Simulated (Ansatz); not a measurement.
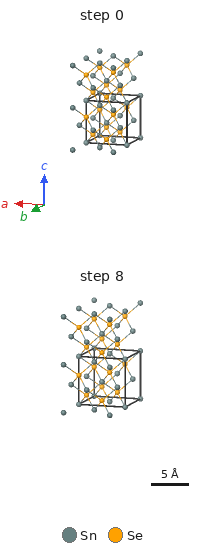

The structure of crystalline SnSe (built on the zincblende type) before (top) and after (bottom) a relaxation, at one scale.

The picture is a ball-and-stick view of the conventional cell (4 times the calculation's cell), repeated 1 × 2 × 2 with one cell outlined, seen from a free direction. Lengths and directions refer to the drawn axes.

Level of theory: DFT, PBEsol, plane waves, PAW (Ansatz).

Input
```yaml
crystal:
  lattice:
    - [0.0, 2.9293597958, 2.9293597958]
    - [2.9293597958, 0.0, 2.9293597958]
    - [2.9293597958, 2.9293597958, 0.0]
  atoms:
    - { symbol: Sn, position: [0.0, 0.0, 0.0] }
    - { symbol: Se, position: [0.25, 0.25, 0.25] }
kpoints:
  mp_grid: { grid: [6, 6, 6] }
hamiltonian:
  xc: pbesol
scf:
  occupations: { method: fermi_dirac, width: 0.03 }
relax:
  f_tol: 0.01
  cell: {}
  max_steps: 120
```

Run as
```bash
ansatz run input.yaml --threads 2 --pin off --max-ram 20275MiB --backend cpu --events-out ev --progress --plain --runs-dir out
```

### Describe what moved and what it gained.

Over 6 accepted moves (8 points after the start) the energy falls by 701 meV per atom. All forces vanish by symmetry, so only the cell relaxes. Pressure: 26.43 GPa at the start and 0.03 GPa at the end. At 2 points the geometry stayed and the basis and grid were re-selected for the new cell (energy shift of 5.5 meV per atom at most each time). No atom moves by more than 0.005 Å relative to the cell. Cell: a = b = c 5.859 → 6.652 Å (+13.5 %). Volume +46.4 %. Among the contacts that change: Sn1–Se2 2.537 → 2.881 Å. The space group stays F-43m (No. 216).
